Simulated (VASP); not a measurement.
## Geometry relaxation of GaN (part 2 of 2)

The same run, continued: GaN (Fm-3m, 2 atoms in the cell); Kohn-Sham DFT of a periodic cell, PBE, VASP PAW PBE potentials, recommended, no spin polarisation (VASP 6.6.1); cutoff 600 eV, 14×14×14 k-mesh, Gaussian smearing of 0.02 eV. The structure derives from an entry of the Crystallography Open Database.

Geometry of the input (Å; fractional positions):
```
0.0000  2.1334  2.1334
2.1334  0.0000  2.1334
2.1334  2.1334  0.0000
Ga 0.5000  0.5000  0.5000
N  0.0000  0.0000  0.0000
```

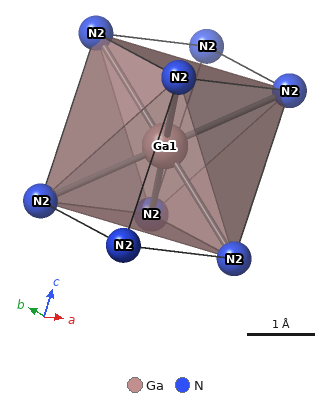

Figure 1. The geometry at step 1 of the log (polyhedral view of the cell of the calculation, seen at an oblique angle; polyhedra are completed across the faces of the cell; atoms are numbered from 1 in the order of the input).

## Parts of OUTCAR, continued
```
   k-points           NKPTS =    104   k-points in BZ     NKDIM =    104   number of bands    NBANDS=     13
   number of dos      NEDOS =    301   number of ions     NIONS =      2
   total plane-waves  NPLWV =  13824
   dimension x,y,z NGX =    24 NGY =   24 NGZ =   24
   dimension x,y,z NGXF=    48 NGYF=   48 NGZF=   48
   ions per type =               1   1
   NGX,Y,Z   is equivalent  to a cutoff of  13.22, 13.22, 13.22 a.u.
   NGXF,Y,Z  is equivalent  to a cutoff of  26.45, 26.45, 26.45 a.u.
 SYSTEM =  unknown system
   PREC   = accura    normal or accurate (medium, high low for compatibility)
   ISTART =      0    job   : 0-new  1-cont  2-samecut
   ICHARG =      2    charge: 1-file 2-atom 10-const
   ISPIN  =      1    spin polarized calculation?
   LNONCOLLINEAR =      F non collinear calculations
   LSORBIT =      F    spin-orbit coupling
   LASPH  =      T    aspherical Exc in radial PAW
   ENCUT  =  600.0 eV  44.10 Ry    6.64 a.u.   6.03  6.03  6.03*2*pi/ulx,y,z
   NELM   =    100;   NELMIN=  2; NELMDL= -5     # of ELM steps
   EDIFF  = 0.1E-06   stopping-criterion for ELM
   LREAL  =      F    real-space projection
   EDIFFG = -.2E-01   stopping-criterion for IOM
   NSW    =     70    number of steps for IOM
   IBRION =      2    ionic relax: 0-MD 1-quasi-New 2-CG
   NFREE  =      1    steps in history (QN), initial steepest desc. (CG)
   ISIF   =      3    stress and relaxation
   ISYM   =      2    0-nonsym 1-usesym 2-fastsym
   POTIM  = 0.5000    time-step for ionic-motion
   TEBEG  =    0.0;   TEEND  =   0.0 temperature during run
   PSTRESS=    0.0 pullay stress
   NELECT =      18.0000    total number of electrons
   NUPDOWN=      -1.0000    fix difference up-down
   EMIN   =  10.00;   EMAX   =-10.00  energy-range for DOS
   EFERMI =   0.00;   METHOD = LEGACY
   ISMEAR =     0;   SIGMA  =   0.02  broadening in eV -4-tet -1-fermi 0-gaus
   EFERMI_NEDOS =   21; number of points for ismear=-14 and -15
   IALGO  =     68    algorithm
   IMIX   =      4    mixing-type and parameters
     AMIX     =   0.40;   BMIX     =  1.00
     AMIX_MAG =   1.60;   BMIX_MAG =  1.00
  volume/ion in A,a.u.               =       9.71        65.52
  Fermi-wavevector in a.u.,A,eV,Ry     =   1.596208  3.016395 34.666002  2.547879
  Thomas-Fermi vector in A             =   2.694006
   LORBIT       =      0    0 simple, 1 ext, 2 COOP (PROOUT), +10 PAW based schemes
   GGA     = PE    functional components
   LHFCALC =     F    Hartree Fock is set to
   AEXX    =    0.0000 exact exchange contribution
   IVDW    =     0    specifies the selected vdW correction
   LEPSILON=     F    determine dielectric tensor
   LRPA    =     F    only Hartree local field effects (RPA)
 conjugate gradient relaxation of ions
 non-spin polarized calculation
 RMM-DIIS sequential band-by-band and
 Gauss-broadening in eV      SIGMA  =   0.02
  energy-cutoff  :      600.00
  volume of cell :       19.42
 maximum number of plane-waves:       660
   NGX = 13   NGY = 13   NGZ = 13

--------------------------------------- Ionic step        1  -------------------------------------------

 number of electron      18.0000006 magnetization

 Free energy of the ion-electron system (eV)
  ---------------------------------------------------
  ext. energy  EPLUGINS =         0.00000000
  ---------------------------------------------------
  free energy    TOTEN  =       -11.20827131 eV

  energy without entropy =      -11.20827131  energy(sigma->0) =      -11.20827131

------------------------ aborting loop because EDIFF is reached ----------------------------------------

  FORCE on cell =-STRESS in cart. coord.  units (eV):
  Direction    XX          YY          ZZ          XY          YZ          ZX
  --------------------------------------------------------------------------------------
  -------------------------------------------------------------------------------------
  Total        0.0959638      0.0959638      0.0959638     -0.0000000      0.0000000      0.0000000
  in kB        7.9175197      7.9175197      7.9175197     -0.0000000      0.0000000      0.0000000
  external PRESSURE =       7.9175197 kB  Pullay stress =       0.0000000 kB

 VOLUME and BASIS-vectors are now :
 -----------------------------------------------------------------------------
  energy-cutoff  :      600.00
  volume of cell :       19.42
      direct lattice vectors                 reciprocal lattice vectors
     0.000000000  2.133370288  2.133370288    -0.234370940  0.234370940  0.234370940
     2.133370288  0.000000000  2.133370288     0.234370940 -0.234370940  0.234370940
     2.133370288  2.133370288  0.000000000     0.234370940  0.234370940 -0.234370940

 POSITION                                       TOTAL-FORCE (eV/Angst)
 -----------------------------------------------------------------------------------
      2.13337      2.13337      2.13337        -0.000000      0.000000     -0.000000
      0.00000      0.00000      0.00000         0.000000      0.000000      0.000000
 -----------------------------------------------------------------------------------
    total drift:                                0.000000     -0.000000      0.000000

  FREE ENERGIE OF THE ION-ELECTRON SYSTEM (eV)
  ---------------------------------------------------
  free  energy   TOTEN  =       -11.2082713093 eV

  energy  without entropy=      -11.2082713093  energy(sigma->0) =      -11.20827131

--------------------------------------- Ionic step        2  -------------------------------------------

 number of electron      18.0000004 magnetization

------------------------ aborting loop because EDIFF is reached ----------------------------------------

  FORCE on cell =-STRESS in cart. coord.  units (eV):
  Direction    XX          YY          ZZ          XY          YZ          ZX
  --------------------------------------------------------------------------------------
  -------------------------------------------------------------------------------------
  Total       -0.0824512     -0.0824512     -0.0824512      0.0000000      0.0000000     -0.0000000
  in kB       -6.7556405     -6.7556405     -6.7556405      0.0000000      0.0000000     -0.0000000
  external PRESSURE =      -6.7556405 kB  Pullay stress =       0.0000000 kB

 VOLUME and BASIS-vectors are now :
 -----------------------------------------------------------------------------
  energy-cutoff  :      600.00
  volume of cell :       19.55
      direct lattice vectors                 reciprocal lattice vectors
    -0.000000000  2.138308557  2.138308557    -0.233829677  0.233829677  0.233829677
     2.138308557 -0.000000000  2.138308557     0.233829677 -0.233829677  0.233829677
     2.138308557  2.138308557  0.000000000     0.233829677  0.233829677 -0.233829677

 POSITION                                       TOTAL-FORCE (eV/Angst)
 -----------------------------------------------------------------------------------
      2.13831      2.13831      2.13831        -0.000000      0.000000     -0.000000
      0.00000     -0.00000      0.00000         0.000000     -0.000000      0.000000
 -----------------------------------------------------------------------------------
    total drift:                                0.000000     -0.000000      0.000000

  FREE ENERGIE OF THE ION-ELECTRON SYSTEM (eV)
  ---------------------------------------------------
  free  energy   TOTEN  =       -11.2083290414 eV

  energy  without entropy=      -11.2083290414  energy(sigma->0) =      -11.20832904

--------------------------------------- Ionic step        3  -------------------------------------------

 number of electron      18.0000005 magnetization

 Free energy of the ion-electron system (eV)
  ---------------------------------------------------
  ext. energy  EPLUGINS =         0.00000000
  ---------------------------------------------------
  free energy    TOTEN  =       -11.20845409 eV

  energy without entropy =      -11.20845409  energy(sigma->0) =      -11.20845409

 E-fermi :   7.6784     XC(G=0): -12.8977     alpha+bet :-15.7085

 val. band max:        7.5044882853   @ k =  -0.2143   0.1429   0.0000
 cond. band min:       7.8936063686   @ k =   0.5000   0.5000   0.0000
 fundamental gap:      0.3891180834
 Fermi energy:         7.6784407336

 k-point     1 :       0.0000    0.0000    0.0000
  band No.  band energies     occupation
      1      -9.4849      2.00000
      2      -6.5010      2.00000
      3      -6.5010      2.00000
      4      -6.5010      2.00000
      5      -6.4142      2.00000
      6      -6.4142      2.00000
      7       7.0243      2.00000
      8       7.0243      2.00000
      9       7.0243      2.00000
     10       9.3756      0.00000
     11      22.0388      0.00000
     12      22.0388      0.00000
     13      22.0388      0.00000

 k-point     2 :       0.0714    0.0000    0.0000
  band No.  band energies     occupation
      1      -9.3885      2.00000
      2      -6.5044      2.00000
      3      -6.4955      2.00000
      4      -6.4955      2.00000
      5      -6.4208      2.00000
      6      -6.4208      2.00000
      7       6.3098      2.00000
      8       7.0340      2.00000
      9       7.0340      2.00000
     10       9.9856      0.00000
     11      20.3612      0.00000
     12      21.5480      0.00000
     13      21.5482      0.00000

 k-point     3 :       0.1429    0.0000    0.0000
  band No.  band energies     occupation
      1      -9.1043      2.00000
      2      -6.5138      2.00000
      3      -6.4925      2.00000
      4      -6.4925      2.00000
      5      -6.4269      2.00000
      6      -6.4269      2.00000
      7       4.9719      2.00000
      8       7.0635      2.00000
      9       7.0635      2.00000
     10      10.9876      0.00000
     11      18.6082      0.00000
     12      20.3952      0.00000
     13      20.3954      0.00000

 k-point     4 :       0.2143    0.0000    0.0000
  band No.  band energies     occupation
      1      -8.6492      2.00000
      2      -6.5268      2.00000
      3      -6.5197      2.00000
      4      -6.5197      2.00000
      5      -6.4039      2.00000
      6      -6.4039      2.00000
      7       3.5076      2.00000
      8       7.1135      2.00000
      9       7.1135      2.00000
     10      11.8152      0.00000
     11      17.3297      0.00000
     12      19.1360      0.00000
     13      19.1361      0.00000

 k-point     5 :       0.2857    0.0000    0.0000
  band No.  band energies     occupation
      1      -8.0594      2.00000
      2      -6.5620      2.00000
      3      -6.5620      2.00000
      4      -6.5400      2.00000
      5      -6.3655      2.00000
      6      -6.3655      2.00000
      7       2.0639      2.00000
      8       7.1801      2.00000
      9       7.1801      2.00000
     10      12.2418      0.00000
     11      16.6334      0.00000
     12      18.0186      0.00000
     13      18.0186      0.00000

 [... the levels of 18 k-points are left out ...]

 k-point    24 :       0.2857    0.1429    0.0000
  band No.  band energies     occupation
      1      -8.2868      2.00000
      2      -6.5583      2.00000
      3      -6.5009      2.00000
      4      -6.4739      2.00000
      5      -6.3470      2.00000
      6      -6.3341      2.00000
      7       3.1004      2.00000
      8       6.2773      2.00000
      9       6.5172      2.00000
     10      12.6454      0.00000
     11      15.9272      0.00000
     12      17.5376      0.00000
     13      19.6124      0.00000

 [... further k-points ...]

------------------------ aborting loop because EDIFF is reached ----------------------------------------

  FORCE on cell =-STRESS in cart. coord.  units (eV):
  Direction    XX          YY          ZZ          XY          YZ          ZX
  --------------------------------------------------------------------------------------
  -------------------------------------------------------------------------------------
  Total       -0.0021191     -0.0021191     -0.0021191      0.0000000     -0.0000000      0.0000000
  in kB       -0.1741740     -0.1741740     -0.1741740      0.0000000     -0.0000000      0.0000000
  external PRESSURE =      -0.1741740 kB  Pullay stress =       0.0000000 kB

 VOLUME and BASIS-vectors are now :
 -----------------------------------------------------------------------------
  energy-cutoff  :      600.00
  volume of cell :       19.49
      direct lattice vectors                 reciprocal lattice vectors
    -0.000000000  2.136090414  2.136090414    -0.234072489  0.234072489  0.234072489
     2.136090414 -0.000000000  2.136090414     0.234072489 -0.234072489  0.234072489
     2.136090414  2.136090414  0.000000000     0.234072489  0.234072489 -0.234072489

 POSITION                                       TOTAL-FORCE (eV/Angst)
 -----------------------------------------------------------------------------------
      2.13609      2.13609      2.13609         0.000000      0.000000      0.000000
      0.00000     -0.00000      0.00000        -0.000000     -0.000000     -0.000000
 -----------------------------------------------------------------------------------
    total drift:                                0.000000     -0.000000      0.000000

  FREE ENERGIE OF THE ION-ELECTRON SYSTEM (eV)
  ---------------------------------------------------
  free  energy   TOTEN  =       -11.2084540931 eV

  energy  without entropy=      -11.2084540931  energy(sigma->0) =      -11.20845409

 reached required accuracy - stopping structural energy minimisation
```

## CONTCAR
```
GaN
   1.00000000000000
    -0.0000000000000000    2.1360904139403565    2.1360904139403565
     2.1360904139403565   -0.0000000000000000    2.1360904139403565
     2.1360904139403565    2.1360904139403565    0.0000000000000000
  Ga              N
     1     1
Direct
     0.5000000000000000    0.5000000000000000    0.5000000000000000
     0.0000000000000000    0.0000000000000000    0.0000000000000000

  0.00000000E+00  0.00000000E+00  0.00000000E+00
  0.00000000E+00  0.00000000E+00  0.00000000E+00
```

## Trajectory as extended XYZ (Å, eV, eV/Å), 3 frames, from step=0 to step=2
```
2
Lattice="0.0000 2.1334 2.1334 2.1334 0.0000 2.1334 2.1334 2.1334 0.0000" Properties=species:S:1:pos:R:3:forces:R:3 step=0 energy=-11.20827
Ga    2.1334    2.1334    2.1334    0.0000   0.0000   0.0000
N     0.0000    0.0000    0.0000    0.0000   0.0000   0.0000
2
Lattice="-0.0000 2.1383 2.1383 2.1383 -0.0000 2.1383 2.1383 2.1383 0.0000" Properties=species:S:1:pos:R:3:forces:R:3 step=1 energy=-11.20833
Ga    2.1383    2.1383    2.1383    0.0000   0.0000   0.0000
N     0.0000    0.0000    0.0000    0.0000   0.0000   0.0000
2
Lattice="-0.0000 2.1361 2.1361 2.1361 -0.0000 2.1361 2.1361 2.1361 0.0000" Properties=species:S:1:pos:R:3:forces:R:3 step=2 energy=-11.20845
Ga    2.1361    2.1361    2.1361    0.0000   0.0000   0.0000
N     0.0000    0.0000    0.0000    0.0000   0.0000   0.0000
```
